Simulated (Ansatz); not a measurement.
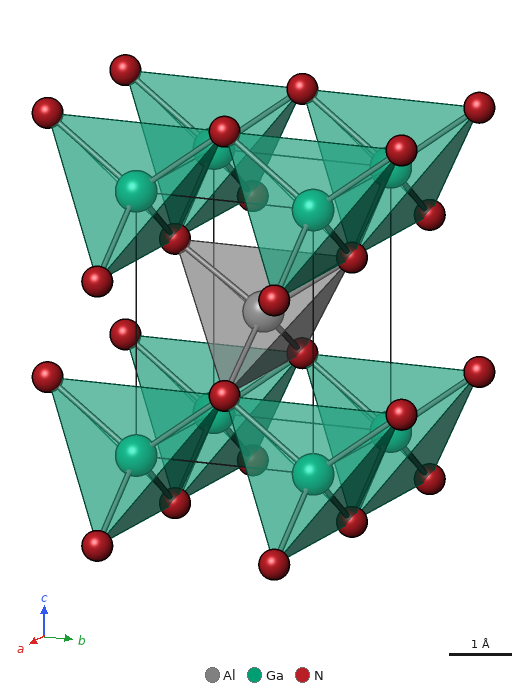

This is solid AlGaN2 (set up in P-4m2). The picture is a polyhedral view of the cell of the calculation, seen slightly off an axis.

Theory: DFT r2SCAN, scalar-relativistic, plane waves, PAW in Ansatz. Set-up: plane-wave cutoff 500 eV; k-point mesh 8 × 8 × 6; occupations gaussian; smearing width 0.02 eV; no spin polarisation.

The variant: Strain along c alone, +6.0 %, is applied. The other axes are held and the atoms relaxed.

The input:
```yaml
crystal:
  lattice:
    - [3.1385264203, 0.0, 0.0]
    - [0.0, 3.1385264203, 0.0]
    - [0.0, 0.0, 4.6876981322]
  atoms:
    - { symbol: Al, position: [0.5, 0.5, 0.5] }
    - { symbol: Ga, position: [0.0, 0.0, 0.0] }
    - { symbol: "N", position: [0.5, 0.0, 0.7396338529] }
    - { symbol: "N", position: [0.0, 0.5, 0.2603661471] }
basis:
  ecutwfc: 500
kpoints:
  mp_grid: { grid: [8, 8, 6] }
hamiltonian:
  xc: r2scan
scf:
  occupations: { method: gaussian, width: 0.02 }
output:
  forces: true
  stress: true
  eigenvalues: true
relax:
  adjacent_minimum: "off"
  f_tol: 0.008
  max_steps: 40
```

Run as
```bash
ansatz run input.yaml --threads 1 --pin off --max-ram 2560MiB --backend cpu --events-out ev --progress --plain --runs-dir out
```

What does the calculation give for the changed structure?

The drawn cell changes as follows: a = b unchanged at 3.139 Å, c 4.422 → 4.688 Å (+6.0 %); the volume changes by +6.0 %. No atom moves by more than 0.005 Å relative to the cell. Some distances before and after: Ga–N 1.948 → 1.987 Å, Al–N 1.892 → 1.930 Å. The space group stays P-4m2 (No. 115). Energy change: +34.8 meV per atom. Pressure: 0.0 GPa before, −10.7 GPa after. The principal stresses (compression positive) are −16.9 GPa along c and −7.6 GPa across it. The gap on the k-mesh goes from 3.37 to 2.82 eV.

Drawn alike, the variant:

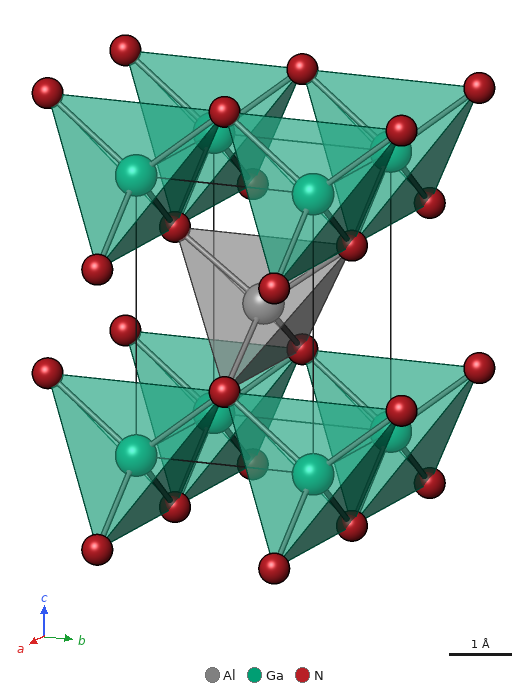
